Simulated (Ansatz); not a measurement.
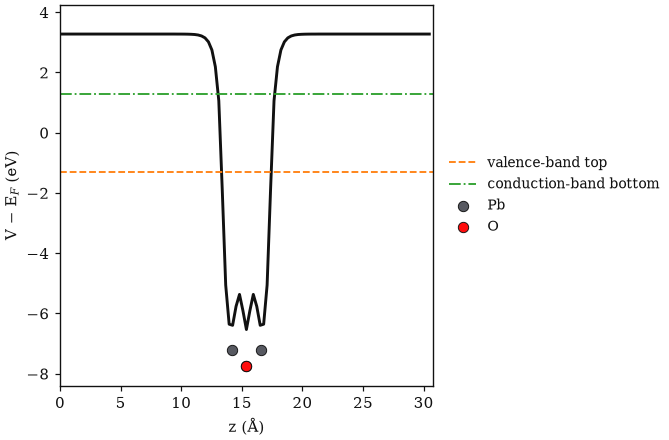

Plane-averaged electrostatic potential energy of an electron across the slab; circles at the bottom mark the heights of the atoms.

The material is PbO (slab), 4 atoms in the cell.

Ansatz 0.2.0; DFT PBE+D3(BJ), scalar-relativistic, plane waves, PAW, no spin polarisation, 6×6×1 k mesh, Gaussian smearing of 0.02 eV.

> What are the ionisation potential and the electron affinity of the slab?

From the vacuum level at the right face the ionisation potential is 4.57 eV and the electron affinity 1.98 eV; the left face gives the same. The slab's gap, their difference before rounding, is 2.59 eV. The two vacuum levels agree, so the slab has no net dipole along its normal.

> How thick are slab and vacuum?

The outermost atoms are 2.4 Å apart, which leaves 28.3 Å of vacuum in a cell 30.7 Å high.

Spin-orbit coupling is left out, which matters for Pb.
